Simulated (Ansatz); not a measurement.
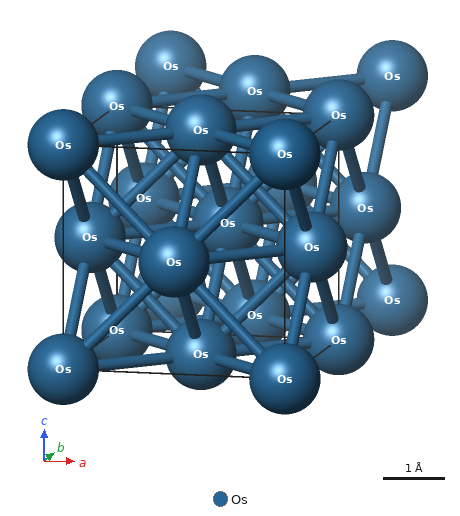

The starting point is a symmetric starting cell of Os (made from another compound by putting Os in place of Ru). A ball-and-stick model of the conventional cell (4 times the calculation's cell), repeated 1 × 2 × 1 with one cell outlined, seen slightly off an axis. Lengths and directions refer to the drawn axes.

Theory: DFT PBEsol, scalar-relativistic, plane waves, PAW in Ansatz. Settings: plane-wave cutoff 420 eV; k-point mesh 18 × 18 × 18; occupations gaussian; smearing width 0.1 eV; no spin polarisation.

Now this is done to it. All lengths are scaled by +1.3 % (volume +4.1 %), the atoms keeping their fractional coordinates. No relaxation follows. The starting cell wasn't computed here and needn't be at equilibrium, so pressure and forces aren't due to the change alone.

Input file:
```yaml
crystal:
  lattice:
    - [0.0, 1.9245774134, 1.9245774134]
    - [1.9245774134, 0.0, 1.9245774134]
    - [1.9245774134, 1.9245774134, 0.0]
  atoms:
    - { symbol: Os, position: [0.0, 0.0, 0.0] }
basis:
  ecutwfc: 420
kpoints:
  mp_grid: { grid: [18, 18, 18] }
hamiltonian:
  xc: pbesol
scf:
  occupations: { method: gaussian, width: 0.1 }
output:
  forces: true
  stress: true
  eigenvalues: true
```

Command:
```bash
ansatz run input.yaml --threads 1 --pin off --max-ram 1331MiB --backend cpu --events-out ev --progress --plain --runs-dir out
```

Question: What is the effect?

Answer: The pressure is −9.1 GPa (not all of it need come from the change, since the unchanged cell can be under pressure at this level too). All forces vanish by symmetry. Near-neighbour distances before and after: Os–Os 2.686 → 2.722 Å. The space group stays Fm-3m (No. 225).

Drawn alike, the variant:

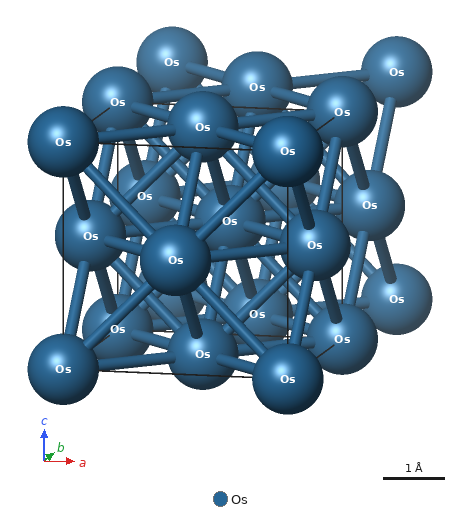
